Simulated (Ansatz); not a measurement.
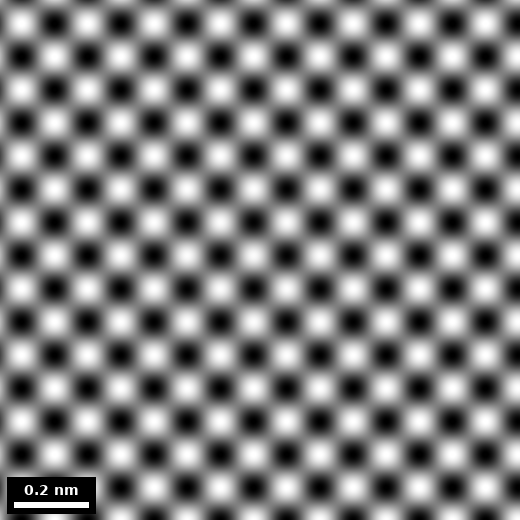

HRTEM-like image of C (Fd-3m, No. 227) along [001]. Simulated in the weak-phase-object approximation with neutral-atom potentials: 80 kV, Cs = −13 µm, defocus +88 Å (negative is underfocus), defocus spread 12 Å, aperture 0.86 1/Å. Model: a calculation's starting geometry; the starting structure was generated, so it need not be a known form of this composition.

Question: Do the atom columns appear dark or bright, and why?

Answer: Bright. With negative Cs and overfocus sin χ is positive over the pass band, so the strongest columns (C) come out brighter than the background.

Question: What point resolution do these settings give, and which lattice spacings pass?

Answer: About 1.2 Å (0.66 |Cs|^(1/4) λ^(3/4) with λ = 0.0418 Å). The spacings that carry visible contrast are {220} at 1.26 Å.
